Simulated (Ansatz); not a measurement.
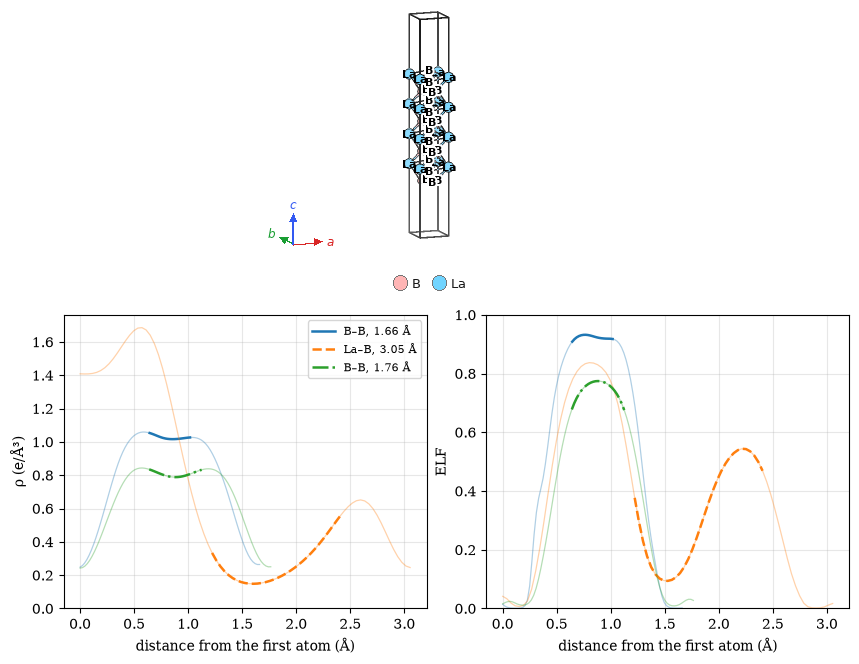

Figure 1: LaB6 (slab). Valence electron density and ELF along straight lines between neighbouring atoms. Thin, pale parts lie inside the atomic spheres. The structure is drawn too.

Not relaxed (largest force 1.6 eV/Å).

Computed with DFT PBE, scalar-relativistic, plane waves, PAW (Ansatz).

In a PAW calculation such maps are meaningful between the atoms, not at the nuclei.

Compare the contacts.

B–B (1.66 Å): ρ at the midpoint is about 1 e/Å³; the ELF peaks at about 0.95 between the atoms.
La–B (3.05 Å): the density is about 0.15 e/Å³ at the midpoint; the ELF peaks at about 0.55 in the valence shell of B, 0.8 Å from its nucleus, and drops to about 0.10 between the two atoms: no localised pair shows between them.
B–B (1.76 Å): ρ is about 0.79 e/Å³ halfway; the ELF peaks at about 0.75 between the atoms.
